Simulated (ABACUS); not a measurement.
**Geometry relaxation, with input and output: TiO₂ (part 3 of 3)**

TiO₂ (12 atoms in the cell); Kohn-Sham DFT of a periodic cell, PBE, PseudoDojo NC SR 0.4.1 PBE standard (ABACUS 3.10.1); cutoff 1360.57 eV, 2×6×4 k-mesh, fermi-dirac of 0.05 eV. The structure derives from an entry of the Crystallography Open Database. The run did not end well. It belongs to a series of runs on one base structure; here: strain_along_c = 0.

Geometry of the input (Å; fractional positions):
```
9.4590  0.0000  0.0000
0.0000  2.9585  0.0000
0.0000  0.0000  4.9022
Ti 0.6369  0.2500  0.5646
Ti 0.3631  0.7500  0.4354
Ti 0.8631  0.7500  0.0646
Ti 0.1369  0.2500  0.9354
O  0.4724  0.2500  0.2916
O  0.5276  0.7500  0.7084
O  0.0276  0.7500  0.7916
O  0.9724  0.2500  0.2084
O  0.7663  0.2500  0.8635
O  0.2337  0.7500  0.1365
O  0.7337  0.7500  0.3635
O  0.2663  0.2500  0.6365
```

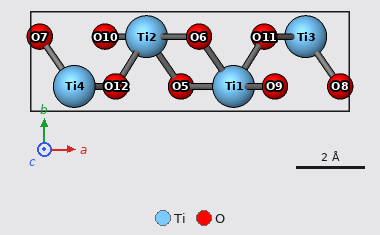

*The geometry at step 10 of the log (ball-and-stick view of the cell of the calculation, along the c axis; atoms are numbered from 1 in the order of the input).*

### File warning.log, continued
```
 SETUP ATOMIC RHO FOR SPIN 1
                 Electron number from rho = 96
           total electron number from rho = 96
                                should be = 96
                 charge before normalized = 96
                  charge after normalized = 96
                 charge before normalized = 96.0000000427387
                  charge after normalized = 95.9999999999993
                 charge before normalized = 95.9999999999995
                  charge after normalized = 96
                 charge before normalized = 96.0000003709945
                  charge after normalized = 95.9999999999994
                 charge before normalized = 95.9999999999994
                  charge after normalized = 96.0000000000001
                 charge before normalized = 95.9999999843838
                  charge after normalized = 95.9999999999993
                 charge before normalized = 95.9999999999996
                  charge after normalized = 95.9999999999999
                 charge before normalized = 96.000000025675
                  charge after normalized = 95.9999999999995
                 charge before normalized = 95.9999999999998
                  charge after normalized = 96
                 charge before normalized = 96.0000000803347
                  charge after normalized = 96.0000000000007
                 charge before normalized = 96.0000000000001
                  charge after normalized = 96
                 charge before normalized = 96.0000001208129
                  charge after normalized = 95.9999999999996
                 charge before normalized = 96.0000000000006
                  charge after normalized = 96
                 charge before normalized = 96.0000001206634
                  charge after normalized = 95.9999999999997
                 charge before normalized = 95.9999999999997
                  charge after normalized = 96
                 charge before normalized = 96.0000001184018
                  charge after normalized = 95.9999999999995
                 charge before normalized = 96.0000000000007
                  charge after normalized = 95.9999999999999
                 charge before normalized = 96.0000001174618
                  charge after normalized = 95.9999999999998
                 charge before normalized = 95.9999999999993
                  charge after normalized = 96
                 charge before normalized = 96.0000001170686
                  charge after normalized = 95.9999999999994
                 charge before normalized = 96.0000000000003
                  charge after normalized = 95.9999999999999
                 charge before normalized = 96.0000001170318
                  charge after normalized = 95.9999999999999
```

### Trajectory as extended XYZ (Å, eV, eV/Å), 8 of the 19 frames kept, from step=0 to step=18
```
12
Lattice="9.4590 0.0000 0.0000 0.0000 2.9585 0.0000 0.0000 0.0000 4.9022" Properties=species:S:1:pos:R:3:forces:R:3 step=0 energy=-10078.29935 pressure_GPa=2.04
Ti    6.0244    0.7396    2.7679   -0.2948   0.0000   0.1339
Ti    3.4346    2.2189    2.1343    0.2948   0.0000  -0.1339
Ti    8.1641    2.2189    0.3168    0.2948   0.0000   0.1339
Ti    1.2949    0.7396    4.5854   -0.2948   0.0000  -0.1339
O     4.4684    0.7396    1.4295   -0.1597   0.0000   0.1930
O     4.9906    2.2189    3.4727    0.1597   0.0000  -0.1930
O     0.2611    2.2189    3.8806    0.1597   0.0000   0.1930
O     9.1979    0.7396    1.0216   -0.1597   0.0000  -0.1930
O     7.2484    0.7396    4.2331    0.0529   0.0000   0.0262
O     2.2106    2.2189    0.6692   -0.0529   0.0000  -0.0262
O     6.9401    2.2189    1.7819   -0.0529   0.0000   0.0262
O     2.5189    0.7396    3.1202    0.0529   0.0000  -0.0262
12
Lattice="9.4590 0.0000 0.0000 0.0000 2.9585 0.0000 0.0000 0.0000 4.9022" Properties=species:S:1:pos:R:3:forces:R:3 step=3 energy=-10078.30967 pressure_GPa=3.01
Ti    6.0136    0.7396    2.7759    0.2223   0.0000   0.0849
Ti    3.4454    2.2189    2.1263   -0.2223   0.0000  -0.0849
Ti    8.1749    2.2189    0.3248   -0.2223   0.0000   0.0849
Ti    1.2841    0.7396    4.5774    0.2223   0.0000  -0.0849
O     4.4608    0.7396    1.4385    0.0226   0.0000  -0.0485
O     4.9982    2.2189    3.4637   -0.0226   0.0000   0.0485
O     0.2687    2.2189    3.8896   -0.0226   0.0000  -0.0485
O     9.1903    0.7396    1.0126    0.0226   0.0000   0.0485
O     7.2514    0.7396    4.2340    0.0160   0.0000  -0.0216
O     2.2076    2.2189    0.6682   -0.0160   0.0000   0.0216
O     6.9371    2.2189    1.7830   -0.0160   0.0000  -0.0216
O     2.5219    0.7396    3.1193    0.0160   0.0000   0.0216
12
Lattice="9.4590 0.0000 0.0000 0.0000 2.9585 0.0000 0.0000 0.0000 4.9022" Properties=species:S:1:pos:R:3:forces:R:3 step=5 energy=-10078.31126 pressure_GPa=2.98
Ti    6.0152    0.7396    2.7765    0.1598   0.0000   0.0865
Ti    3.4438    2.2189    2.1257   -0.1598   0.0000  -0.0865
Ti    8.1733    2.2189    0.3254   -0.1598   0.0000   0.0865
Ti    1.2857    0.7396    4.5768    0.1598   0.0000  -0.0865
O     4.4610    0.7396    1.4381    0.0078   0.0000  -0.0351
O     4.9980    2.2189    3.4641   -0.0078   0.0000   0.0351
O     0.2685    2.2189    3.8892   -0.0078   0.0000  -0.0351
O     9.1905    0.7396    1.0130    0.0078   0.0000   0.0351
O     7.2515    0.7396    4.2339    0.0166   0.0000  -0.0183
O     2.2075    2.2189    0.6683   -0.0166   0.0000   0.0183
O     6.9370    2.2189    1.7828   -0.0166   0.0000  -0.0183
O     2.5220    0.7396    3.1194    0.0166   0.0000   0.0183
12
Lattice="9.4590 0.0000 0.0000 0.0000 2.9585 0.0000 0.0000 0.0000 4.9022" Properties=species:S:1:pos:R:3:forces:R:3 step=8 energy=-10078.31363 pressure_GPa=2.90
Ti    6.0200    0.7396    2.7793   -0.0236   0.0000   0.0884
Ti    3.4390    2.2189    2.1229    0.0236   0.0000  -0.0884
Ti    8.1685    2.2189    0.3282    0.0236   0.0000   0.0884
Ti    1.2905    0.7396    4.5740   -0.0236   0.0000  -0.0884
O     4.4612    0.7396    1.4371   -0.0336   0.0000   0.0022
O     4.9978    2.2189    3.4651    0.0336   0.0000  -0.0022
O     0.2683    2.2189    3.8882    0.0336   0.0000   0.0022
O     9.1907    0.7396    1.0140   -0.0336   0.0000  -0.0022
O     7.2520    0.7396    4.2333    0.0199   0.0000  -0.0064
O     2.2070    2.2189    0.6689   -0.0199   0.0000   0.0064
O     6.9365    2.2189    1.7822   -0.0199   0.0000  -0.0064
O     2.5225    0.7396    3.1200    0.0199   0.0000   0.0064
12
Lattice="9.4590 0.0000 0.0000 0.0000 2.9585 0.0000 0.0000 0.0000 4.9022" Properties=species:S:1:pos:R:3:forces:R:3 step=10 energy=-10078.31425 pressure_GPa=2.91
Ti    6.0224    0.7396    2.7825   -0.1065   0.0000   0.0837
Ti    3.4366    2.2189    2.1197    0.1065   0.0000  -0.0837
Ti    8.1661    2.2189    0.3314    0.1065   0.0000   0.0837
Ti    1.2929    0.7396    4.5708   -0.1065   0.0000  -0.0837
O     4.4607    0.7396    1.4365   -0.0472   0.0000   0.0155
O     4.9983    2.2189    3.4657    0.0472   0.0000  -0.0155
O     0.2688    2.2189    3.8876    0.0472   0.0000   0.0155
O     9.1902    0.7396    1.0146   -0.0472   0.0000  -0.0155
O     7.2527    0.7396    4.2329    0.0235   0.0000   0.0021
O     2.2063    2.2189    0.6693   -0.0235   0.0000  -0.0021
O     6.9358    2.2189    1.7818   -0.0235   0.0000   0.0021
O     2.5232    0.7396    3.1204    0.0235   0.0000  -0.0021
12
Lattice="9.4590 0.0000 0.0000 0.0000 2.9585 0.0000 0.0000 0.0000 4.9022" Properties=species:S:1:pos:R:3:forces:R:3 step=13 energy=-10078.31707 pressure_GPa=3.08
Ti    6.0219    0.7396    2.7900   -0.0596   0.0000   0.0614
Ti    3.4371    2.2189    2.1122    0.0596   0.0000  -0.0614
Ti    8.1666    2.2189    0.3389    0.0596   0.0000   0.0614
Ti    1.2924    0.7396    4.5633   -0.0596   0.0000  -0.0614
O     4.4583    0.7396    1.4362   -0.0136   0.0000  -0.0063
O     5.0007    2.2189    3.4660    0.0136   0.0000   0.0063
O     0.2712    2.2189    3.8873    0.0136   0.0000  -0.0063
O     9.1878    0.7396    1.0149   -0.0136   0.0000   0.0063
O     7.2545    0.7396    4.2324    0.0269   0.0000   0.0094
O     2.2045    2.2189    0.6698   -0.0269   0.0000  -0.0094
O     6.9340    2.2189    1.7813   -0.0269   0.0000   0.0094
O     2.5250    0.7396    3.1209    0.0269   0.0000  -0.0094
12
Lattice="9.4590 0.0000 0.0000 0.0000 2.9585 0.0000 0.0000 0.0000 4.9022" Properties=species:S:1:pos:R:3:forces:R:3 step=15 energy=-10078.31874 pressure_GPa=3.25
Ti    6.0192    0.7396    2.7976    0.0648   0.0000   0.0374
Ti    3.4398    2.2189    2.1046   -0.0648   0.0000  -0.0374
Ti    8.1693    2.2189    0.3465   -0.0648   0.0000   0.0374
Ti    1.2897    0.7396    4.5557    0.0648   0.0000  -0.0374
O     4.4563    0.7396    1.4356    0.0390   0.0000  -0.0394
O     5.0027    2.2189    3.4666   -0.0390   0.0000   0.0394
O     0.2732    2.2189    3.8867   -0.0390   0.0000  -0.0394
O     9.1858    0.7396    1.0155    0.0390   0.0000   0.0394
O     7.2569    0.7396    4.2325    0.0229   0.0000   0.0102
O     2.2021    2.2189    0.6697   -0.0229   0.0000  -0.0102
O     6.9316    2.2189    1.7814   -0.0229   0.0000   0.0102
O     2.5274    0.7396    3.1208    0.0229   0.0000  -0.0102
12
Lattice="9.4590 0.0000 0.0000 0.0000 2.9585 0.0000 0.0000 0.0000 4.9022" Properties=species:S:1:pos:R:3:forces:R:3 step=18 energy=-10078.32147 pressure_GPa=3.16
Ti    6.0212    0.7396    2.8124   -0.0232   0.0000   0.0157
Ti    3.4378    2.2189    2.0898    0.0232   0.0000  -0.0157
Ti    8.1673    2.2189    0.3613    0.0232   0.0000   0.0157
Ti    1.2917    0.7396    4.5409   -0.0232   0.0000  -0.0157
O     4.4574    0.7396    1.4310    0.0222   0.0000  -0.0082
O     5.0016    2.2189    3.4712   -0.0222   0.0000   0.0082
O     0.2721    2.2189    3.8821   -0.0222   0.0000  -0.0082
O     9.1869    0.7396    1.0201    0.0222   0.0000   0.0082
O     7.2626    0.7396    4.2339    0.0081   0.0000   0.0272
O     2.1964    2.2189    0.6683   -0.0081   0.0000  -0.0272
O     6.9259    2.2189    1.7828   -0.0081   0.0000   0.0272
O     2.5331    0.7396    3.1195    0.0081   0.0000  -0.0272
```

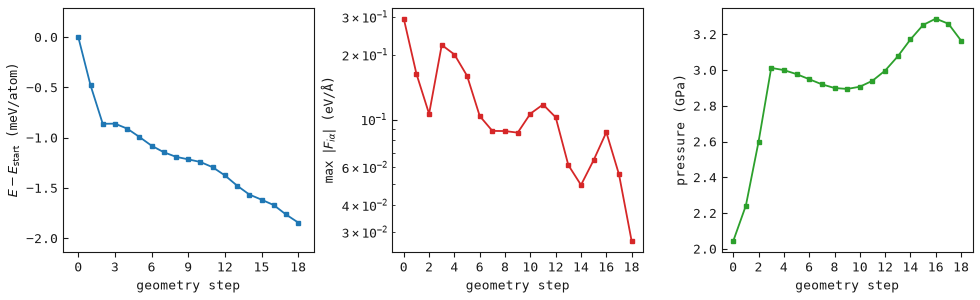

*Progress of the relaxation, step by step (steps are counted from 0).*

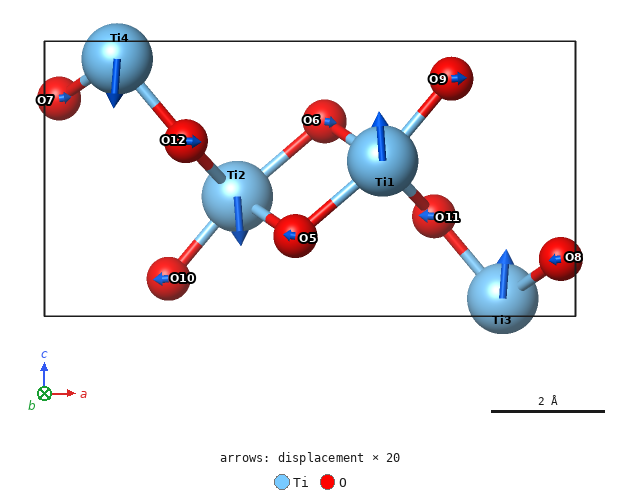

*The starting structure with the displacements as blue arrows, magnified 20 times (ball-and-stick view of the cell of the calculation, along the b axis).*

The run was cut off at its time limit before the relaxation converged, so the last structure is only a point on the way. The largest moves, 0.045 Å, are those of Ti1, Ti2, Ti3 and Ti4. By element the largest moves are Ti 0.045 Å, O 0.014 Å. The cell stays as it was. Distances before and after: Ti1–O5 2.052 → 2.087 Å, Ti1–O6 1.937 → 1.914 Å, Ti1–O9 1.909 → 1.887 Å, Ti1–O11 2.000 → 2.017 Å. Among the angles that change: O8–Ti3–O9 171.3° → 169.1°, O7–Ti3–O11 170.6° → 172.6°. The space group stays Pnma (No. 62). After 18 geometry steps the energy has fallen by 1.8 meV per atom. Largest force component: 0.29 eV/Å at the start, 0.027 eV/Å at the end. Pressure: 2.04 GPa at the start and 3.16 GPa at the end. (Atoms are counted from 1 in the order of the input.)

### What the run reported

| quantity | value |
| --- | --- |
| outcome | stopped at the time limit |
| space group (tolerance 0.01 Å) | Pnma (62) |
| electrons treated | 96 |
| free energy | −10078.3218 eV |
| Fermi energy | 8.281 eV |
| gap on the k-point mesh | 2.57 eV |
| final volume | 137.19 Å³ |
| final cell | a = 9.459 Å, b = 2.958 Å, c = 4.902 Å, α = 90.00°, β = 90.00°, γ = 90.00° |
| wall time | 7.4 min (CPU time 28 min) |
| peak memory | 0.64 GiB |

### Diagnosis

The run was cut off by its time limit, so the output is incomplete. Further notes kept with the run: time limit reached. Points of doubt noted for this run: home made orbitals.
